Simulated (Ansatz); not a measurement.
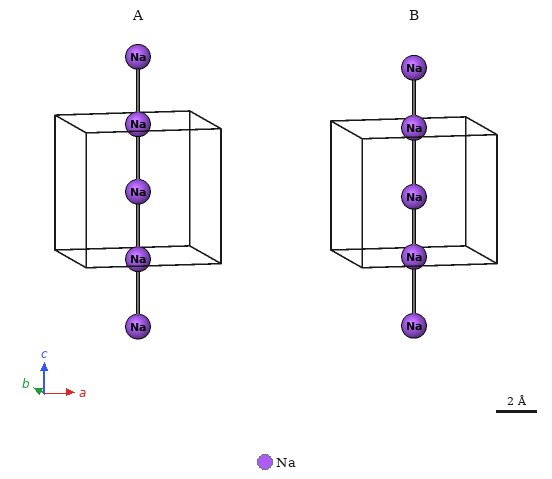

Two geometries of a wire of composition Na, drawn at one scale. One is the start of a relaxation, the other its converged end. Style: ball-and-stick. Shown: the cell of the calculation, with the vacuum cut short, slightly off an axis.

Level of theory: DFT r2SCAN, scalar-relativistic, plane waves, PAW in Ansatz 0.2.0. Settings: plane-wave cutoff 500 eV; k-point mesh 1 × 1 × 10; occupations gaussian; smearing width 0.05 eV; collinear spin; cell relaxed at fixed a, b, alpha, beta, gamma; force threshold 0.01 eV/Å; at most 45 steps.

Which one is relaxed?

Structure A is the relaxed one. Case: dimerised chain of atoms. The energy falls by 51.2 meV per cell of the calculation in 5 accepted moves (6 points after the start). The largest force component goes from 0.33 to 0.00085 eV/Å. At 1 point the geometry stayed and the basis and grid were re-selected for the new cell (energy shift of 0.5 meV per cell of the calculation at most each time). The largest moves relative to the layer's centre, 0.12 Å, are those of Na atoms. Along the periodic axis the drawn cell goes c 6.580 → 6.881 Å (+4.6 %). Among the contacts that change: Na–Na 3.060 → 3.440 Å, Na–Na 3.521 → 3.441 Å. The program noted that the starting moments weren't kept. The run took 4.2 min on 2 threads of Arm Neoverse V2 (shared host), peak memory 1.8 GiB.

Limits of the set-up: the k-point mesh is coarse for a cell with partly filled bands.
